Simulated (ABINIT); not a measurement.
## Geometry relaxation of CdS (part 3 of 4)

The same run, continued: CdS (P6₃mc, 4 atoms in the cell); Kohn-Sham DFT of a periodic cell, LDA, PseudoDojo NC SR LDA v0.4.1 standard, no spin polarisation (ABINIT 10.8.3); cutoff 1278.94 eV, 5×5×3 k-mesh, fermi-dirac of 0.05 eV. The structure derives from an entry of the Crystallography Open Database.

Geometry of the input (Å; fractional positions):
```
4.1500  0.0000  0.0000
-2.0750  3.5940  0.0000
0.0000  0.0000  6.7370
Cd 0.6667  0.3333  0.5000
Cd 0.3333  0.6667  0.0000
S  0.6667  0.3333  0.8750
S  0.3333  0.6667  0.3750
```

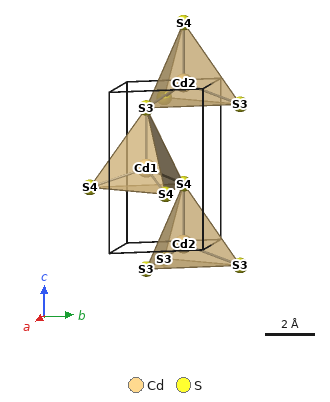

Figure 1. The geometry at step 3 of the log (polyhedral view of the cell of the calculation, seen slightly off an axis; polyhedra are completed across the faces of the cell; atoms are numbered from 1 in the order of the input).

Output, continued
```
     iter   Etot(hartree)      deltaE(h)  residm     vres2
 ETOT  1  -372.77813379900    -3.728E+02 1.797E-06 7.499E-01
 ETOT  2  -372.77816379865    -3.000E-05 4.920E-08 1.593E-01
 ETOT  3  -372.77818426113    -2.046E-05 4.213E-07 2.111E-02
 ETOT  4  -372.77818628213    -2.021E-06 3.140E-08 5.149E-04
 ETOT  5  -372.77818631254    -3.041E-08 4.925E-08 4.110E-05
 ETOT  6  -372.77818631436    -1.828E-09 1.552E-08 1.645E-06
 ETOT  7  -372.77818631448    -1.168E-10 2.205E-08 1.099E-07
 ETOT  8  -372.77818631446     1.728E-11 6.421E-09 5.848E-09
 ETOT  9  -372.77818631447    -1.052E-11 1.062E-08 1.828E-10
 ETOT 10  -372.77818631449    -1.330E-11 2.987E-09 1.610E-11
 ETOT 11  -372.77818631448     8.242E-12 5.103E-09 4.874E-13

 At SCF step   11       vres2   =  4.87E-13 < tolvrs=  1.00E-12 =>converged.

 Cartesian components of stress tensor (hartree/bohr^3)
  sigma(1 1)= -3.68501557E-06  sigma(3 2)=  0.00000000E+00
  sigma(2 2)= -3.68501554E-06  sigma(3 1)=  0.00000000E+00
  sigma(3 3)=  3.20286732E-06  sigma(2 1)=  0.00000000E+00

--- !ResultsGS
iteration_state: {dtset: 1, itime: 6, icycle: 1, }
comment   : Summary of ground state results
lattice_vectors:
- [  7.7016829,   0.0000000,   0.0000000, ]
- [ -3.8508415,   6.6698530,   0.0000000, ]
- [  0.0000000,   0.0000000,  12.5382381, ]
lattice_lengths: [   7.70168,    7.70168,   12.53824, ]
lattice_angles: [ 90.000,  90.000, 120.000, ] # degrees, (23, 13, 12)
lattice_volume:   6.4407792E+02
convergence: {deltae:  8.242E-12, res2:  4.874E-13, residm:  5.103E-09, diffor: null, }
etotal    :  -3.72778186E+02
entropy   :   0.00000000E+00
fermie    :   1.87515187E-01
cartesian_stress_tensor: # hartree/bohr^3
- [ -3.68501557E-06,   0.00000000E+00,   0.00000000E+00, ]
- [  0.00000000E+00,  -3.68501554E-06,   0.00000000E+00, ]
- [  0.00000000E+00,   0.00000000E+00,   3.20286732E-06, ]
pressure_GPa:   4.0867E-02
xred      :
- [  6.6667E-01,   3.3333E-01,   4.9905E-01, Cd]
- [  3.3333E-01,   6.6667E-01,  -9.5343E-04, Cd]
- [  6.6667E-01,   3.3333E-01,   8.7595E-01,  S]
- [  3.3333E-01,   6.6667E-01,   3.7595E-01,  S]
cartesian_forces: # hartree/bohr
- [  8.74044432E-30,   5.04629788E-30,   4.84854629E-04, ]
- [ -2.62213330E-29,  -1.51388936E-29,   4.84854629E-04, ]
- [  4.37022216E-29,   2.52314894E-29,  -4.84854629E-04, ]
- [ -2.62213330E-29,  -1.51388936E-29,  -4.84854629E-04, ]
force_length_stats: {min:   4.84854629E-04, max:   4.84854629E-04, mean:   4.84854629E-04, }
...

 Integrated electronic density in atomic spheres:
 ------------------------------------------------
 Atom  Sphere_radius  Integrated_density
    1        2.00000         17.16644254
    2        2.00000         17.16644254
    3        2.00000          3.90747583
    4        2.00000          3.90747583

---OUTPUT-----------------------------------------------------------------------

 Cartesian coordinates (xcart) [bohr]
  3.85084145093919E+00  2.22328434830296E+00  6.25716474955746E+00
  1.70109637348287E-16  4.44656869660591E+00 -1.19542911062802E-02
  3.85084145093919E+00  2.22328434830296E+00  1.09829126122678E+01
  1.70109637348287E-16  4.44656869660591E+00  4.71379357160408E+00
 Reduced coordinates (xred)
  6.66666666666667E-01  3.33333333333333E-01  4.99046573288149E-01
  3.33333333333333E-01  6.66666666666667E-01 -9.53426711850610E-04
  6.66666666666667E-01  3.33333333333333E-01  8.75953426711851E-01
  3.33333333333333E-01  6.66666666666667E-01  3.75953426711851E-01
 Cartesian forces (fcart) [Ha/bohr]; max,rms= 4.84855E-04 2.79931E-04 (free atoms)
  8.74044432060970E-30  5.04629788134856E-30  4.84854628766434E-04
 -2.62213329618291E-29 -1.51388936440457E-29  4.84854628766434E-04
  4.37022216030485E-29  2.52314894067428E-29 -4.84854628766434E-04
 -2.62213329618291E-29 -1.51388936440457E-29 -4.84854628766434E-04
 Gradient of E wrt nuclear positions in reduced coordinates (gred)
 -6.73161305788597E-29  2.87285352850755E-45 -6.07922277030720E-03
  2.01948391736579E-28  2.59182712907588E-45 -6.07922277030721E-03
 -3.36580652894298E-28 -8.05650778665932E-45  6.07922277030720E-03
  2.01948391736579E-28  2.59182712907588E-45  6.07922277030721E-03
 Scale of Primitive Cell (acell) [bohr]
  7.70168290187838E+00  7.70168290186966E+00  1.25382380813275E+01
 Real space primitive translations (rprimd) [bohr]
  7.70168290187838E+00  0.00000000000000E+00  0.00000000000000E+00
 -3.85084145093919E+00  6.66985304490887E+00  0.00000000000000E+00
  0.00000000000000E+00  0.00000000000000E+00  1.25382380813275E+01
 Unitary Cell Volume (ucvol) [Bohr^3]=  6.44077919986943E+02
 Angles (23,13,12)= [degrees]
  9.00000000000000E+01  9.00000000000000E+01  1.20000000000037E+02
 Lengths [Bohr]
  7.70168290187838E+00  7.70168290186966E+00  1.25382380813275E+01
 Stress tensor in cartesian coordinates (strten) [Ha/bohr^3]
 -3.68501556559202E-06  0.00000000000000E+00  0.00000000000000E+00
  0.00000000000000E+00 -3.68501554139089E-06  0.00000000000000E+00
  0.00000000000000E+00  0.00000000000000E+00  3.20286731522214E-06
 Total energy (etotal) [Ha]= -3.72778186314479E+02

 Difference of energy with previous step (new-old):
           Absolute (Ha)=-4.42418E-06
           Relative     =-1.18681E-08

--- Iteration: ( 7/50) Internal Cycle: (1/1)
--------------------------------------------------------------------------------

---SELF-CONSISTENT-FIELD CONVERGENCE--------------------------------------------

--- !BeginCycle
iteration_state: {dtset: 1, itime: 7, icycle: 1, }
solver: {iscf: 7, nstep: 80, nline: 4, wfoptalg: 0, }
tolerances: {tolvrs: 1.00E-12, }
...

     iter   Etot(hartree)      deltaE(h)  residm     vres2
 ETOT  1  -372.77813324182    -3.728E+02 1.364E-06 8.893E-01
 ETOT  2  -372.77818470834    -5.147E-05 2.086E-07 5.657E-02
 ETOT  3  -372.77818955949    -4.851E-06 2.632E-07 1.520E-02
 ETOT  4  -372.77819078482    -1.225E-06 5.672E-08 1.216E-03
 ETOT  5  -372.77819091055    -1.257E-07 3.481E-08 5.380E-05
 ETOT  6  -372.77819091234    -1.795E-09 5.998E-08 1.798E-06
 ETOT  7  -372.77819091250    -1.634E-10 1.885E-08 2.293E-07
 ETOT  8  -372.77819091250     4.377E-12 3.212E-08 8.239E-09
 ETOT  9  -372.77819091249     1.342E-11 9.981E-09 6.437E-10
 ETOT 10  -372.77819091250    -9.663E-12 1.701E-08 2.360E-11
 ETOT 11  -372.77819091248     1.637E-11 5.287E-09 1.562E-12
 ETOT 12  -372.77819091252    -3.661E-11 8.931E-09 1.143E-13

 At SCF step   12       vres2   =  1.14E-13 < tolvrs=  1.00E-12 =>converged.

 Cartesian components of stress tensor (hartree/bohr^3)
  sigma(1 1)=  1.55134889E-07  sigma(3 2)=  0.00000000E+00
  sigma(2 2)=  1.55134913E-07  sigma(3 1)=  0.00000000E+00
  sigma(3 3)= -1.32868308E-07  sigma(2 1)=  0.00000000E+00

--- !ResultsGS
iteration_state: {dtset: 1, itime: 7, icycle: 1, }
comment   : Summary of ground state results
lattice_vectors:
- [  7.7039365,   0.0000000,   0.0000000, ]
- [ -3.8519682,   6.6718047,   0.0000000, ]
- [  0.0000000,   0.0000000,  12.5387792, ]
lattice_lengths: [   7.70394,    7.70394,   12.53878, ]
lattice_angles: [ 90.000,  90.000, 120.000, ] # degrees, (23, 13, 12)
lattice_volume:   6.4448271E+02
convergence: {deltae: -3.661E-11, res2:  1.143E-13, residm:  8.931E-09, diffor: null, }
etotal    :  -3.72778191E+02
entropy   :   0.00000000E+00
fermie    :   1.87200261E-01
cartesian_stress_tensor: # hartree/bohr^3
- [  1.55134889E-07,   0.00000000E+00,   0.00000000E+00, ]
- [  0.00000000E+00,   1.55134913E-07,   0.00000000E+00, ]
- [  0.00000000E+00,   0.00000000E+00,  -1.32868308E-07, ]
pressure_GPa:  -1.7398E-03
xred      :
- [  6.6667E-01,   3.3333E-01,   4.9937E-01, Cd]
- [  3.3333E-01,   6.6667E-01,  -6.3022E-04, Cd]
- [  6.6667E-01,   3.3333E-01,   8.7563E-01,  S]
- [  3.3333E-01,   6.6667E-01,   3.7563E-01,  S]
cartesian_forces: # hartree/bohr
- [  5.24273253E-29,   3.02689304E-29,   2.59807975E-06, ]
- [ -1.74757751E-29,  -1.00896435E-29,   2.59807975E-06, ]
- [  1.74757751E-29,   1.00896435E-29,  -2.59807975E-06, ]
- [ -5.24273253E-29,  -3.02689304E-29,  -2.59807975E-06, ]
force_length_stats: {min:   2.59807975E-06, max:   2.59807975E-06, mean:   2.59807975E-06, }
...

 Integrated electronic density in atomic spheres:
 ------------------------------------------------
 Atom  Sphere_radius  Integrated_density
    1        2.00000         17.16069180
    2        2.00000         17.16069180
    3        2.00000          3.90321899
    4        2.00000          3.90321899

---OUTPUT-----------------------------------------------------------------------

 Cartesian coordinates (xcart) [bohr]
  3.85196823840958E+00  2.22393489935230E+00  6.26148740406625E+00
 -2.74146370554240E-16  4.44786979870460E+00 -7.90217292598105E-03
  3.85196823840958E+00  2.22393489935230E+00  1.09793339326624E+01
 -2.74146370554240E-16  4.44786979870460E+00  4.70994435567015E+00
 Reduced coordinates (xred)
  6.66666666666667E-01  3.33333333333333E-01  4.99369781313720E-01
  3.33333333333333E-01  6.66666666666667E-01 -6.30218686280153E-04
  6.66666666666667E-01  3.33333333333333E-01  8.75630218686280E-01
  3.33333333333333E-01  6.66666666666667E-01  3.75630218686280E-01
 Cartesian forces (fcart) [Ha/bohr]; max,rms= 2.59808E-06 1.50000E-06 (free atoms)
  5.24273252626716E-29  3.02689303533412E-29  2.59807974769009E-06
 -1.74757750875572E-29 -1.00896434511137E-29  2.59807974769009E-06
  1.74757750875572E-29  1.00896434511137E-29 -2.59807974769009E-06
 -5.24273252626716E-29 -3.02689303533412E-29 -2.59807974769009E-06
 Gradient of E wrt nuclear positions in reduced coordinates (gred)
 -4.03896783473158E-28  1.41318523343933E-44 -3.25767481807256E-05
  1.34632261157719E-28  9.54511057404042E-45 -3.25767481807256E-05
 -1.34632261157719E-28  1.20459181344048E-44  3.25767481807256E-05
  4.03896783473158E-28  2.90502050824972E-44  3.25767481807256E-05
 Scale of Primitive Cell (acell) [bohr]
  7.70393647681915E+00  7.70393647681044E+00  1.25387791539845E+01
 Real space primitive translations (rprimd) [bohr]
  7.70393647681915E+00  0.00000000000000E+00  0.00000000000000E+00
 -3.85196823840958E+00  6.67180469805691E+00  0.00000000000000E+00
  0.00000000000000E+00  0.00000000000000E+00  1.25387791539845E+01
 Unitary Cell Volume (ucvol) [Bohr^3]=  6.44482710668683E+02
 Angles (23,13,12)= [degrees]
  9.00000000000000E+01  9.00000000000000E+01  1.20000000000037E+02
 Lengths [Bohr]
  7.70393647681915E+00  7.70393647681044E+00  1.25387791539845E+01
 Stress tensor in cartesian coordinates (strten) [Ha/bohr^3]
  1.55134888600236E-07  0.00000000000000E+00  0.00000000000000E+00
  0.00000000000000E+00  1.55134912784016E-07  0.00000000000000E+00
  0.00000000000000E+00  0.00000000000000E+00 -1.32868307963635E-07
 Total energy (etotal) [Ha]= -3.72778190912516E+02

 Difference of energy with previous step (new-old):
           Absolute (Ha)=-4.59804E-06
           Relative     =-1.23345E-08

 At Broyd/MD step   7, gradients are converged :
  max grad (force/stress) = 1.5513E-05 < tolmxf= 2.0000E-05 ha/bohr (free atoms)

================================================================================

 ----iterations are completed or convergence reached----

 Mean square residual over all n,k,spin=   31.577E-12; max=  89.306E-10
 reduced coordinates (array xred) for    4 atoms
       0.666666666667      0.333333333333      0.499369781314
       0.333333333333      0.666666666667     -0.000630218686
       0.666666666667      0.333333333333      0.875630218686
       0.333333333333      0.666666666667      0.375630218686
 rms dE/dt=  1.8808E-05; max dE/dt=  3.2578E-05; dE/dt below (all hartree)
    1      -0.000000000000      0.000000000000     -0.000032575579
    2       0.000000000000      0.000000000000     -0.000032575579
    3      -0.000000000000      0.000000000000      0.000032577917
    4       0.000000000000      0.000000000000      0.000032577917

 cartesian coordinates (angstrom) at end:
    1      2.03837380750566     1.17685566647070     3.31343643834017
    2     -0.00000000000000     2.35371133294141    -0.00418164982621
    3      2.03837380750566     1.17685566647070     5.81001330411736
    4     -0.00000000000000     2.35371133294141     2.49239521595099

 cartesian forces (hartree/bohr) at end:
    1      0.00000000000000     0.00000000000000     0.00000259807975
    2     -0.00000000000000    -0.00000000000000     0.00000259807975
    3      0.00000000000000     0.00000000000000    -0.00000259807975
    4     -0.00000000000000    -0.00000000000000    -0.00000259807975
 frms,max,avg= 1.5000020E-06 2.5980797E-06   0.000E+00  0.000E+00 -9.324E-11 h/b

 cartesian forces (eV/Angstrom) at end:
    1      0.00000000000000     0.00000000000000     0.00013359863219
    2     -0.00000000000000    -0.00000000000000     0.00013359863219
    3      0.00000000000000     0.00000000000000    -0.00013359863219
    4     -0.00000000000000    -0.00000000000000    -0.00013359863219
 frms,max,avg= 7.7133206E-05 1.3359863E-04   0.000E+00  0.000E+00 -4.795E-09 e/A
 length scales=  7.703936476819  7.703936476810 12.538779153984 bohr
              =  4.076747615011  4.076747615007  6.635236176333 angstroms
 Fermi (or HOMO) energy (hartree) =   0.18720   Average Vxc (hartree)=  -0.36739
 Eigenvalues (hartree) for nkpt=  10  k points:
 kpt#   1, nband= 32, wtk=  0.01333, kpt=  0.0000  0.0000  0.0000 (reduced coord)
  -3.55221   -3.55221   -2.12483   -2.12481   -2.12481   -2.12480   -2.12480   -2.12480
  -0.29614   -0.27805   -0.12231   -0.12191   -0.12191   -0.11846   -0.11846   -0.10471
  -0.10471   -0.10080   -0.10080   -0.08703   -0.00678    0.13696    0.13696    0.16549
   0.16764    0.16764    0.20516    0.26303    0.39772    0.39772    0.40850    0.44030
      occupation numbers for kpt#   1
   2.00000    2.00000    2.00000    2.00000    2.00000    2.00000    2.00000    2.00000
   2.00000    2.00000    2.00000    2.00000    2.00000    2.00000    2.00000    2.00000
   2.00000    2.00000    2.00000    2.00000    2.00000    2.00000    2.00000    1.99999
   1.99995    1.99995    0.00011    0.00000    0.00000    0.00000    0.00000    0.00000
 prteigrs : prtvol=0 or 1, do not print more k-points.

--- !EnergyTerms
iteration_state     : {dtset: 1, itime: 7, icycle: 1, }
comment             : Components of total free energy in Hartree
kinetic             :  1.30512152468654E+02
hartree             :  1.28532617615718E+02
xc                  : -5.44956890772519E+01
Ewald energy        : -2.01182376073087E+02
psp_core            :  5.16658348494665E+00
local_psp           : -3.91989915647367E+02
non_local_psp       :  1.06784363790491E+01
internal            : -3.72778190849337E+02
'-kT*entropy'       : -6.31790269300650E-08
total_energy        : -3.72778190912516E+02
total_energy_eV     : -1.01438113369985E+04
band_energy         : -4.19294082396669E+01
...

 rms coord change=  3.6386E-04   atom, delta coord (reduced):
     1        0.000000000000      0.000000000000     -0.000630218686
     2        0.000000000000      0.000000000000     -0.000630218686
     3        0.000000000000      0.000000000000      0.000630218686
     4        0.000000000000      0.000000000000      0.000630218686

 Cartesian components of stress tensor (hartree/bohr^3)
  sigma(1 1)=  1.55134889E-07  sigma(3 2)=  0.00000000E+00
  sigma(2 2)=  1.55134913E-07  sigma(3 1)=  0.00000000E+00
  sigma(3 3)= -1.32868308E-07  sigma(2 1)=  0.00000000E+00

-Cartesian components of stress tensor (GPa)         [Pressure= -1.7398E-03 GPa]
- sigma(1 1)=  4.56422600E-03  sigma(3 2)=  0.00000000E+00
- sigma(2 2)=  4.56422671E-03  sigma(3 1)=  0.00000000E+00
- sigma(3 3)= -3.90912058E-03  sigma(2 1)=  0.00000000E+00

== END DATASET(S) ==============================================================
================================================================================

 -outvars: echo values of variables after computation  --------
            acell      7.7039364768E+00  7.7039364768E+00  1.2538779154E+01 Bohr
           etotal     -3.7277819091E+02
            fcart      5.2427325263E-29  3.0268930353E-29  2.5980797477E-06
                      -1.7475775088E-29 -1.0089643451E-29  2.5980797477E-06
                       1.7475775088E-29  1.0089643451E-29 -2.5980797477E-06
                      -5.2427325263E-29 -3.0268930353E-29 -2.5980797477E-06
            rprim      1.0000000000E+00  0.0000000000E+00  0.0000000000E+00
                      -5.0000000000E-01  8.6602540378E-01  0.0000000000E+00
                       0.0000000000E+00  0.0000000000E+00  1.0000000000E+00
           strten      1.5513488860E-07  1.5513491278E-07 -1.3286830796E-07
                       0.0000000000E+00  0.0000000000E+00  0.0000000000E+00
           xangst      2.0383738075E+00  1.1768556665E+00  3.3134364383E+00
                      -1.4507201165E-16  2.3537113329E+00 -4.1816498262E-03
                       2.0383738075E+00  1.1768556665E+00  5.8100133041E+00
                      -1.4507201165E-16  2.3537113329E+00  2.4923952160E+00
             xred      6.6666666667E-01  3.3333333333E-01  4.9936978131E-01
                       3.3333333333E-01  6.6666666667E-01 -6.3021868628E-04
                       6.6666666667E-01  3.3333333333E-01  8.7563021869E-01
                       3.3333333333E-01  6.6666666667E-01  3.7563021869E-01
 Calculation completed.
```

Trajectory as extended XYZ (Å, eV, eV/Å), 7 frames, from step=0 to step=6
```
4
Lattice="4.1500 0.0000 0.0000 -2.0750 3.5940 0.0000 0.0000 0.0000 6.7370" Properties=species:S:1:pos:R:3:forces:R:3 step=0 energy=-10143.76083
Cd    2.0750    1.1980    3.3685    0.0000   0.0000  -0.0582
Cd    0.0000    2.3960    0.0000    0.0000   0.0000  -0.0582
S     2.0750    1.1980    5.8949    0.0000   0.0000   0.0582
S     0.0000    2.3960    2.5264    0.0000   0.0000   0.0582
4
Lattice="4.1364 0.0000 0.0000 -2.0682 3.5822 0.0000 0.0000 0.0000 6.7186" Properties=species:S:1:pos:R:3:forces:R:3 step=1 energy=-10143.77731
Cd    2.0682    1.1941    3.3587    0.0000   0.0000  -0.0505
Cd    0.0000    2.3882   -0.0006    0.0000   0.0000  -0.0505
S     2.0682    1.1941    5.8793    0.0000   0.0000   0.0505
S     0.0000    2.3882    2.5201    0.0000   0.0000   0.0505
4
Lattice="4.0684 0.0000 0.0000 -2.0342 3.5233 0.0000 0.0000 0.0000 6.6259" Properties=species:S:1:pos:R:3:forces:R:3 step=2 energy=-10143.81032
Cd    2.0342    1.1744    3.3049    0.0000   0.0000   0.0475
Cd    0.0000    2.3489   -0.0081    0.0000   0.0000   0.0475
S     2.0342    1.1744    5.8057    0.0000   0.0000  -0.0475
S     0.0000    2.3489    2.4928    0.0000   0.0000  -0.0475
4
Lattice="4.0756 0.0000 0.0000 -2.0378 3.5296 0.0000 0.0000 0.0000 6.6274" Properties=species:S:1:pos:R:3:forces:R:3 step=3 energy=-10143.80951
Cd    2.0378    1.1765    3.3178    0.0000   0.0000  -0.0999
Cd    0.0000    2.3531    0.0041    0.0000   0.0000  -0.0999
S     2.0378    1.1765    5.7949    0.0000   0.0000   0.0999
S     0.0000    2.3531    2.4812    0.0000   0.0000   0.0999
4
Lattice="4.0746 0.0000 0.0000 -2.0373 3.5287 0.0000 0.0000 0.0000 6.6340" Properties=species:S:1:pos:R:3:forces:R:3 step=4 energy=-10143.81109
Cd    2.0373    1.1762    3.3100    0.0000   0.0000   0.0337
Cd    0.0000    2.3524   -0.0071    0.0000   0.0000   0.0337
S     2.0373    1.1762    5.8119    0.0000   0.0000  -0.0337
S     0.0000    2.3524    2.4948    0.0000   0.0000  -0.0337
4
Lattice="4.0756 0.0000 0.0000 -2.0378 3.5295 0.0000 0.0000 0.0000 6.6349" Properties=species:S:1:pos:R:3:forces:R:3 step=5 energy=-10143.81121
Cd    2.0378    1.1765    3.3111    0.0000   0.0000   0.0249
Cd    0.0000    2.3530   -0.0063    0.0000   0.0000   0.0249
S     2.0378    1.1765    5.8119    0.0000   0.0000  -0.0249
S     0.0000    2.3530    2.4944    0.0000   0.0000  -0.0249
4
Lattice="4.0767 0.0000 0.0000 -2.0384 3.5306 0.0000 0.0000 0.0000 6.6352" Properties=species:S:1:pos:R:3:forces:R:3 step=6 energy=-10143.81134
Cd    2.0384    1.1769    3.3134    0.0000   0.0000   0.0001
Cd    0.0000    2.3537   -0.0042    0.0000   0.0000   0.0001
S     2.0384    1.1769    5.8100    0.0000   0.0000  -0.0001
S     0.0000    2.3537    2.4924    0.0000   0.0000  -0.0001
```

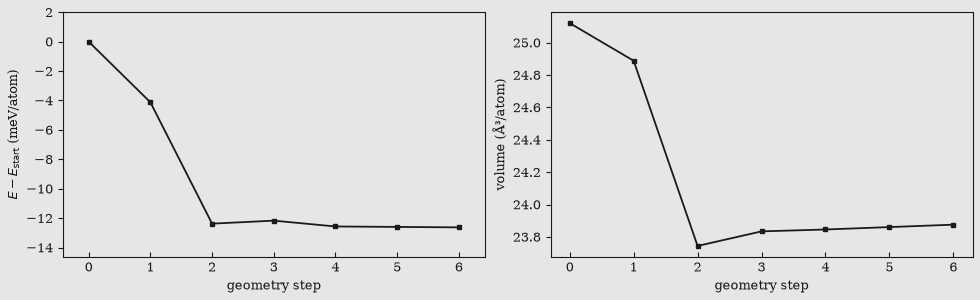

Figure 2. Progress of the relaxation, step by step (steps are counted from 0).
